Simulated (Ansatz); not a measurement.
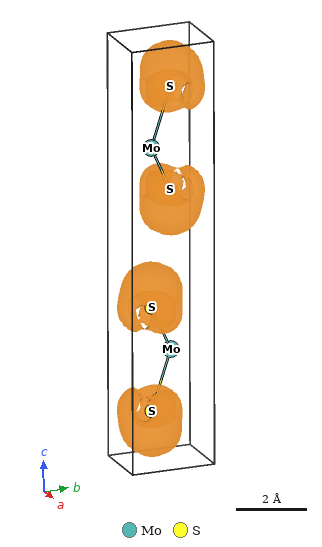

Figure 1: MoS$_{2}$. Isosurface of the ELF at 0.8 (orange), seen slightly off an axis. Core shells and regions of very low density are left out. Sticks mark near contacts.

Space group P-1; changed on purpose from its base cell (equal xy, yz and zx shear strains of +2 %, PAW files); not relaxed (largest force 1.4 eV/Å); computed pressure about 9 GPa in this cell; computed without spin polarisation.

Level of theory: DFT, PBE, PAW with Ansatz's default frozen-core files, scalar-relativistic (Ansatz 0.2.0).

Core electrons are frozen (PAW), and the valence fields are smoothed inside the atomic spheres.

```cif
data_structure
_symmetry_space_group_name_H-M 'P 1'
_symmetry_Int_Tables_number 1
_cell_length_a 3.1337
_cell_length_b 3.1613
_cell_length_c 12.2962
_cell_angle_alpha 91.151
_cell_angle_beta 90.425
_cell_angle_gamma 119.134
_cell_volume 106.36
loop_
_atom_site_label
_atom_site_type_symbol
_atom_site_fract_x
_atom_site_fract_y
_atom_site_fract_z
_atom_site_occupancy
Mo1 Mo 0.66667 0.33333 0.75000 1
Mo2 Mo 0.33333 0.66667 0.25000 1
S1 S 0.66667 0.33333 0.37250 1
S2 S 0.33333 0.66667 0.87250 1
S3 S 0.66667 0.33333 0.12750 1
S4 S 0.33333 0.66667 0.62750 1
```

**Identify the bonds, lone pairs and shells in this picture.**

The surface consists of four regions wrapped around S (the valence shell of each), counted in one cell of 6 atoms. Regions shared between cells count once. Along the contacts the grid gives the following. Mo–S (2.34 Å): the ELF peaks at about 0.85 in the valence shell of S, 0.8 Å from its nucleus, and is about 0.45 at the midpoint. Mo–S (2.39 Å): the ELF peaks at about 0.85 in the valence shell of S, 0.8 Å from its nucleus, and is about 0.45 at the midpoint.
